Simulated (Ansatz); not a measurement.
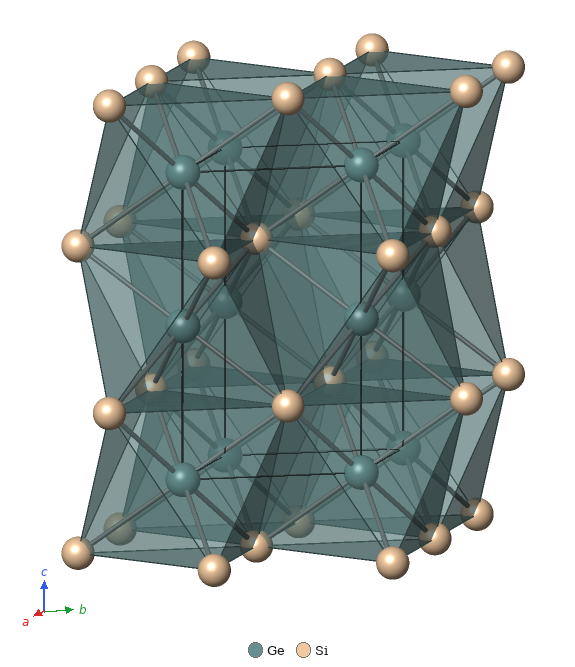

A polyhedral rendering, viewed slightly off an axis. The frame is the conventional unit cell; atoms at its boundary are shown with their periodic copies. Some neighbours outside the box are added.

SiGe, space group P6_3/mmc (No. 194), a = 3.69 Å, b = 3.69 Å, c = 6.13 Å, α = 90.00°, β = 90.00°, γ = 120.00°.

Level of theory and settings: DFT, HSE06, plane waves, PAW in Ansatz 0.2.0, an energy cutoff of 420 eV, k-point mesh 6×6×2, Fermi-Dirac smearing of 0.02 eV, no spin polarisation.

**What is the band gap, if any?**

A metal: bands cross the Fermi level.

**What pressure does the calculation give for this cell?**

The computed pressure is -1.0 GPa (stretched: it would shrink). The stress isn't hydrostatic: its largest component is 1.6 GPa.

Its origin is a structure type filled with these elements by a generator (whether the compound takes this form wasn't checked). Earlier steps of the study may have refined or changed the cell and positions. It went into a calculation with Ansatz.
